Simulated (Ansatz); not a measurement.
# Li: geometry relaxation (part 1 of 2)

Li (1 atom in the cell), computed with DFT PBE, scalar-relativistic, plane waves, PAW, no spin polarisation (Ansatz 0.2.0).

The structure was made by a generator, so it may or may not be a known phase. Figures and captions count atoms from 1; the log counts them from 0 in places.

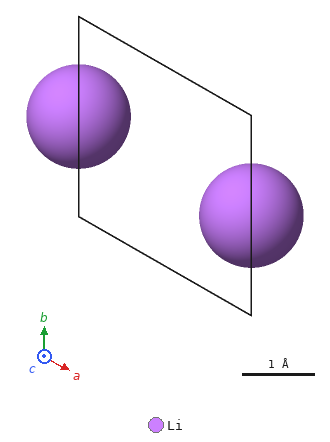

Fig. 1: The structure as given in the input (spheres-only view of the cell of the calculation, along the c axis; atoms are numbered from 1 in the order of the input).

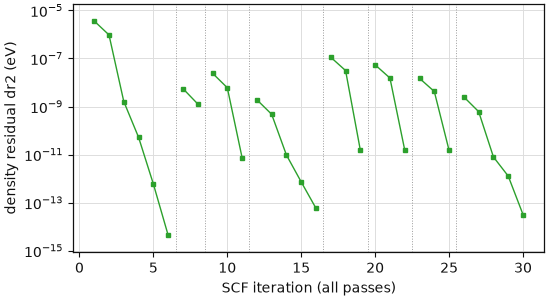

Fig. 2: Convergence of the self-consistent field: density residual dr2 against the SCF iteration. The dotted lines part the SCF passes of the relaxation: geometry steps, rejected trials and re-solves on a re-selected basis. The 8 passes take 2 to 6 iterations each, 30 in all.

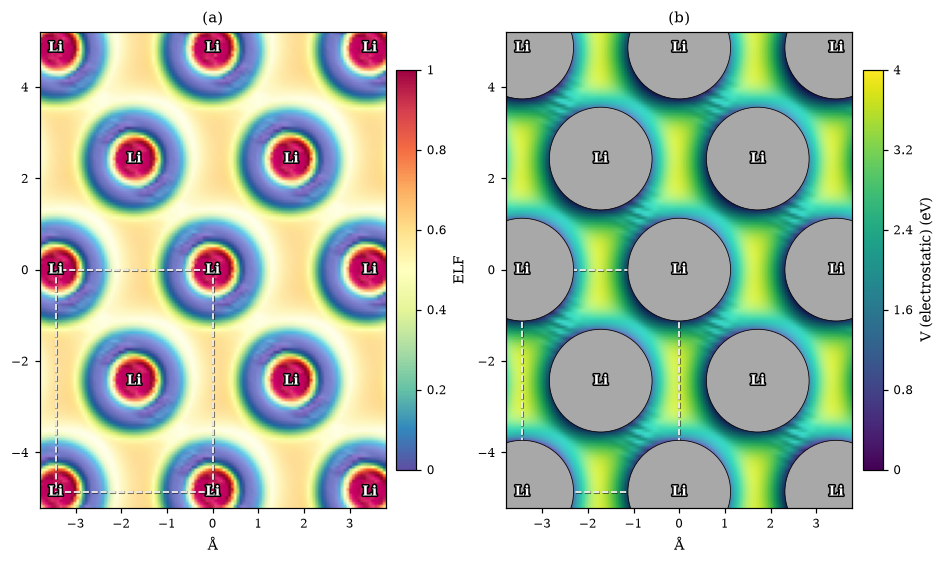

Fig. 3: (a) ELF; (b) electrostatic potential energy of an electron on the (11̄0) plane of the conventional cell. Grey discs, where drawn, cover atomic cores. The plane passes through Li nuclei. Li–Li (2.98 Å): the ELF is about 0.50 at the midpoint (metallic bonding. The ELF has a maximum of about 0.65 in the space between the atoms. The strong features right at Li lie inside the PAW spheres (semicore, d or f shells) and say nothing about bonding. Outside the cores the potential energy rises away from the atoms and is highest about 1.8 Å from the nearest atoms; outside the discs it spans about 3 eV, and its zero is arbitrary. Core electrons are frozen (PAW), so the fields are smoothed inside the atomic spheres.

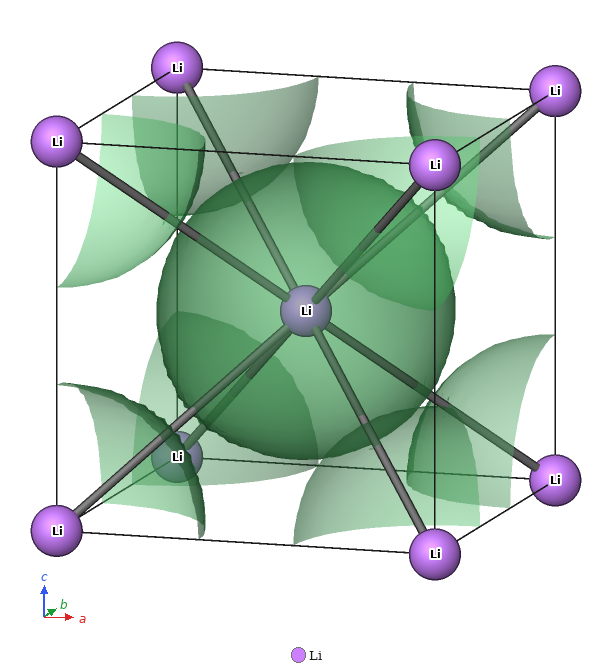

Fig. 4: Isosurface of the electron localisation function at 0.45 (green), seen slightly off an axis. Only the valence region is drawn (cores and ρ < 0.01 e/Å³ removed). Sticks mark near contacts. The outline is the cell set on symmetry axes. The ELF exceeds this value in one network that runs through the whole crystal, counted in one cell of 2 atoms.  Values along the shortest contacts: Li–Li (2.98 Å): the ELF is about 0.50 at the midpoint, which marks metallic bonding.

These pictures come from the run below.

## Input file
```yaml
crystal:
  lattice:
    - [-1.7227693538, 1.7068202646, 1.7236276828]
    - [1.7227693538, -1.7068202646, 1.7236276828]
    - [1.7227693538, 1.7068202646, -1.7236276828]
  atoms:
    - { symbol: Li, position: [0.0, 0.5, 0.5] }
basis:
  ecutwfc: 420
kpoints:
  mp_grid: { grid: [24, 24, 24] }
hamiltonian:
  xc: pbe
scf:
  occupations: { method: fermi_dirac, width: 0.15 }
output:
  forces: true
  stress: true
  eigenvalues: true
  write_density: true
  write_potential: true
  elf: true
  volumetric_format: npy
relax:
  adjacent_minimum: "off"
  f_tol: 0.001
  max_steps: 60
  cell: { stress_tol: 0.01 }
```

Launched with:
```bash
ansatz run input.yaml --threads 1 --pin off --max-ram 2560MiB --backend cpu --events-out ev --progress --plain --runs-dir out
```

## The program's output
```
Engine: ansatz 0.2.0, aarch64-unknown-linux-gnu
Pseudopotentials: kind: paw
Pseudopotential: Li, paw, valence charge 3, recommended cutoff 420 eV (normal), Li.paw.azcp
Functional definition: PBE
  parameter kappa = 0.804
  parameter beta = 0.06672455060314922
  exchange = pbe_x(kappa = kappa, mu = beta*pi^2/3)
  correlation = pbe_c(beta = beta)
Crystal: 1 atoms, lattice volume = 20.273 Å³
Basis set: ecut = 420 eV, 381 PW (Γ), exchange–correlation on 40×40×40 points (8 copies of the dense FFT grid, shifted against one another)
Bands: 6, of which v1, the nominal top of the filled ones, is band 2 counted from 1 (1 counted from 0)
Symmetry: 8 space group operations
Space group: Immm (ITA 71), of the structure as read, at distance tolerance 2.7e-5 Å
k-points: 1963 of 13824
Non-local potential: Li, projectors of the file, l = 0: 3, l = 1: 2, l = 2: 1
PAW form: soft (Blöchl's): semilocal exchange-correlation on the pseudo side does not see the compensation charge
PAW one-centre angular grid: Li, 110 points (default); XC on 64 Gauss nodes
Initial density: superposition of atomic densities (neutral atoms: chi_scale 0, normalization atom), corrected by the library's trained network
Initial wavefunctions: pseudopotential atomic-orbital guess
Functional: x = pbe(κ = 0.804, μ = 0.2195149727645171), c = pbe(β = 0.06672455060314922)
SCF iter   1: F=—  HF=-204.704393 eV  |F-HF|=—  |Δ(HF+E_count)|=         —  Δρ=1.47e-4  dr2=3.62e-6  ethr=1.77e-3  ⟨swp⟩=4.2  Hψ=90916  notcnv=0
preconditioner: auto → none  [metal: Δε(μ)=0.003 eV  Ē_g=10.683 eV  σ=0.150 eV  W_gap=0.00  n_scr=0 (ndim 8)  ℏωp=8.2 eV  f_vac=0.000  D(μ)=0.48/eV (n_scr^D=0)]
SCF iter   2: F=—  HF=-204.704383 eV  |F-HF|=—  |Δ(HF+E_count)|=   1.03e-5  Δρ=7.62e-5  dr2=9.54e-7  ethr=1.21e-7  ⟨swp⟩=2.5  Hψ=30825  notcnv=0
iter 3 did not close the SCF: its close was put off for the readings that it lacked (scf_convergence_deferred on its scf_iter line)
SCF iter   3: F=-204.704383 eV  HF=-204.704383 eV  |F-HF|=1.83e-11  |Δ(HF+E_count)|=   1.13e-7  Δρ=3.49e-6  dr2=1.61e-9  ethr=3.18e-8  ⟨swp⟩=2.5  Hψ=14909  notcnv=0
iter 4 did not close the SCF: its close was put off for the readings that it lacked (scf_convergence_deferred on its scf_iter line)
SCF iter   4: F=-204.704383 eV  HF=-204.704383 eV  |F-HF|=1.54e-10  |Δ(HF+E_count)|=  2.53e-10  Δρ=7.11e-7  dr2=5.22e-11  ethr=5.37e-11  ⟨swp⟩=2.1  Hψ=14929  notcnv=0
iter 5 did not close the SCF: its close was put off for the readings that it lacked (scf_convergence_deferred on its scf_iter line)
SCF iter   5: F=-204.704383 eV  HF=-204.704383 eV  |F-HF|=3.98e-13  |Δ(HF+E_count)|=  1.61e-10  Δρ=6.52e-8  dr2=5.95e-13  ethr=1.74e-12  ⟨swp⟩=1.8  Hψ=13289  notcnv=0
SCF iter   6: F=-204.704383 eV  HF=-204.704383 eV  |F-HF|=2.84e-14  |Δ(HF+E_count)|=  4.55e-13  Δρ=5.45e-9  dr2=4.40e-15  ethr=1.00e-12  ⟨swp⟩=2.3  Hψ=33311  notcnv=0
SCF 1 converged in 6 iterations: F = -204.704383 eV  dr2 = 4.40e-15
  greatest PAW one-centre occupation: 1.000 electrons in one spin orbital (limit 2), on the Li atom at site 0 (counted from 0), in its partial waves of l = 0
relax step   1: F+E_penalty+E_count = -204.70438280 eV  Δ(F+E_penalty+E_count) = +0.000e0 eV  max|allowed force component| = 0.000e0 eV/Å  Δτ_max = 0.0000 Å  P = +0.024 GPa  Ω = 20.273 Å³  (6 SCF iters, accepted)
Crystal: 1 atoms, lattice volume = 20.289 Å³
Initial density: handed on by an earlier stage of this run
Initial wavefunctions: those handed on with the density
iter 1 solved again at ethr=2.00e-10 eV; its pass at ethr=3.10e-3 eV (dr2=6.01e-9 eV) is discarded
SCF iter   1: F=—  HF=-204.704391 eV  |F-HF|=—  |Δ(HF+E_count)|=         —  Δρ=4.71e-6  dr2=5.56e-9  ethr=2.00e-10  ⟨swp⟩=2.0  Hψ=118485  notcnv=0
preconditioner: auto → none  [metal: Δε(μ)=0.000 eV  Ē_g=10.677 eV  σ=0.150 eV  W_gap=0.00  n_scr=0 (ndim 8)  ℏωp=8.2 eV  f_vac=0.000  D(μ)=0.48/eV (n_scr^D=0)]
SCF iter   2: F=-204.704385 eV  HF=-204.704385 eV  |F-HF|=2.45e-9  |Δ(HF+E_count)|=   5.65e-6  Δρ=2.44e-6  dr2=1.28e-9  ethr=1.07e-10  ⟨swp⟩=3.5  Hψ=40667  notcnv=0
SCF 2 converged in 2 iterations: F = -204.704385 eV  dr2 = 1.28e-9
relax step   2: F+E_penalty+E_count = -204.70438494 eV  Δ(F+E_penalty+E_count) = -2.139e-6 eV  max|allowed force component| = 0.000e0 eV/Å  Δτ_max = 0.0000 Å  P = +0.013 GPa  Ω = 20.289 Å³  energy of the carried Pulay correction = -1.132e-7 eV  (2 SCF iters, dr2 threshold 3.22e-9 eV, accepted)
Crystal: 1 atoms, lattice volume = 20.314 Å³
iter 1 solved again at ethr=8.94e-10 eV; its pass at ethr=3.10e-3 eV (dr2=2.68e-8 eV) is discarded
SCF iter   1: F=—  HF=-204.704392 eV  |F-HF|=—  |Δ(HF+E_count)|=         —  Δρ=9.93e-6  dr2=2.43e-8  ethr=8.94e-10  ⟨swp⟩=2.0  Hψ=118540  notcnv=0
preconditioner: auto → none  [metal: Δε(μ)=0.002 eV  Ē_g=10.669 eV  σ=0.150 eV  W_gap=0.00  n_scr=0 (ndim 8)  ℏωp=8.2 eV  f_vac=0.000  D(μ)=0.48/eV (n_scr^D=0)]
SCF iter   2: F=—  HF=-204.704386 eV  |F-HF|=—  |Δ(HF+E_count)|=   5.77e-6  Δρ=5.18e-6  dr2=6.05e-9  ethr=8.12e-10  ⟨swp⟩=2.0  Hψ=15011  notcnv=0
SCF iter   3: F=-204.704386 eV  HF=-204.704386 eV  |F-HF|=9.04e-12  |Δ(HF+E_count)|=   8.85e-9  Δρ=3.16e-7  dr2=7.47e-12  ethr=5.03e-11  ⟨swp⟩=4.9  Hψ=30545  notcnv=0
SCF 3 converged in 3 iterations: F = -204.704386 eV  dr2 = 7.47e-12
relax step   3: F+E_penalty+E_count = -204.70438647 eV  Δ(F+E_penalty+E_count) = -1.527e-6 eV  max|allowed force component| = 0.000e0 eV/Å  Δτ_max = 0.0000 Å  P = -0.004 GPa  Ω = 20.314 Å³  energy of the carried Pulay correction = -2.822e-7 eV  (3 SCF iters, dr2 threshold 1.51e-9 eV, accepted)
Crystal: 1 atoms, lattice volume = 20.317 Å³
iter 1 solved again at ethr=8.90e-11 eV; its pass at ethr=3.10e-3 eV (dr2=2.67e-9 eV) is discarded
SCF iter   1: F=—  HF=-204.704393 eV  |F-HF|=—  |Δ(HF+E_count)|=         —  Δρ=2.79e-6  dr2=1.91e-9  ethr=8.90e-11  ⟨swp⟩=2.1  Hψ=119196  notcnv=0
preconditioner: auto → none  [metal: Δε(μ)=0.002 eV  Ē_g=10.668 eV  σ=0.150 eV  W_gap=0.00  n_scr=0 (ndim 8)  ℏωp=8.2 eV  f_vac=0.000  D(μ)=0.48/eV (n_scr^D=0)]
SCF iter   2: F=—  HF=-204.704387 eV  |F-HF|=—  |Δ(HF+E_count)|=   5.75e-6  Δρ=1.39e-6  dr2=4.75e-10  ethr=6.36e-11  ⟨swp⟩=2.0  Hψ=15405  notcnv=0
SCF iter   3: F=—  HF=-204.704387 eV  |F-HF|=—  |Δ(HF+E_count)|=  1.51e-10  Δρ=2.89e-7  dr2=9.54e-12  ethr=1.58e-11  ⟨swp⟩=1.5  Hψ=12809  notcnv=0
SCF iter   4: F=—  HF=-204.704387 eV  |F-HF|=—  |Δ(HF+E_count)|=  2.42e-12  Δρ=1.26e-7  dr2=7.24e-13  ethr=3.18e-13 (applied; sched 1.00e-12)  ⟨swp⟩=2.0  Hψ=14764  notcnv=0
SCF iter   5: F=-204.704387 eV  HF=-204.704387 eV  |F-HF|=3.41e-13  |Δ(HF+E_count)|=  2.61e-12  Δρ=3.59e-8  dr2=5.78e-14  ethr=1.00e-12  ⟨swp⟩=3.3  Hψ=24893  notcnv=0
SCF 4 converged in 5 iterations: F = -204.704387 eV  dr2 = 5.78e-14
relax step   4: F+E_penalty+E_count = -204.70438695 eV  Δ(F+E_penalty+E_count) = -4.789e-7 eV  max|allowed force component| = 0.000e0 eV/Å  Δτ_max = 0.0000 Å  P = -0.006 GPa  Ω = 20.317 Å³  energy of the carried Pulay correction = -3.041e-7 eV  (5 SCF iters, accepted)
Crystal: 1 atoms, lattice volume = 20.327 Å³
iter 1 solved again at ethr=5.62e-9 eV; its pass at ethr=3.10e-3 eV (dr2=1.69e-7 eV) is discarded
```
